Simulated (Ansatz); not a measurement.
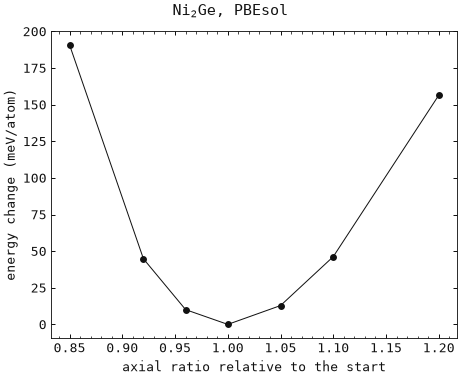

The figure shows the energy change against relative axial ratio for Ni₂Ge, space group P6_3/mmc (No. 194).

The given structure:
```yaml
crystal:
  lattice:
    - [3.97196, 0.00000, 0.00000]
    - [-1.98598, 3.43982, 0.00000]
    - [0.00000, 0.00000, 5.01406]
  atoms:
    - { symbol: Ni, position: [0.66667, 0.33333, 0.25000] }
    - { symbol: Ni, position: [0.33333, 0.66667, 0.75000] }
    - { symbol: Ni, position: [0.00000, 0.00000, 0.00000] }
    - { symbol: Ni, position: [0.00000, 0.00000, 0.50000] }
    - { symbol: Ge, position: [0.66667, 0.33333, 0.75000] }
    - { symbol: Ge, position: [0.33333, 0.66667, 0.25000] }
```

Method: deformation of a crystal at fixed volume, lengths along the axis scaled against those across it, fractional coordinates fixed, by plane-wave density functional theory with PAW datasets, free energies less that of the undisturbed cell, pressure positive in compression; scalar-relativistic (Ansatz 0.2.0). Level: PBEsol, no spin polarisation.

| setting | value |
| --- | --- |
| wave cutoff | 420 eV |
| k mesh | 18×18×10 |
| occupations | Gaussian |
| smearing width | 0.15 eV |
| k shift | (0, 0, 0) (mesh steps) |
| start | relaxed |
| path | axial |
| axis direction | (0, 0, 1) (Cartesian unit vector) |

From this curve and the settings, what does the calculation give for the pressure at the same points?

The pressure goes from 4.9 GPa at relative axial ratio 0.85 to 10.6 GPa at 1.20, not monotonically, with a low of −0.4 GPa at 0.96, and changes sign near 0.94 and 1.00.

```tsv
axial ratio relative to the start	pressure (GPa)
0.85	4.9
0.92	0.3
0.96	-0.4
1.00	0.0
1.05	1.6
1.10	4.1
1.20	10.6
```

Caveats: no spin polarisation, a magnetic state may lie lower; shape and atomic fractions are frozen while scaling, which makes layered, chain and framework solids too stiff.
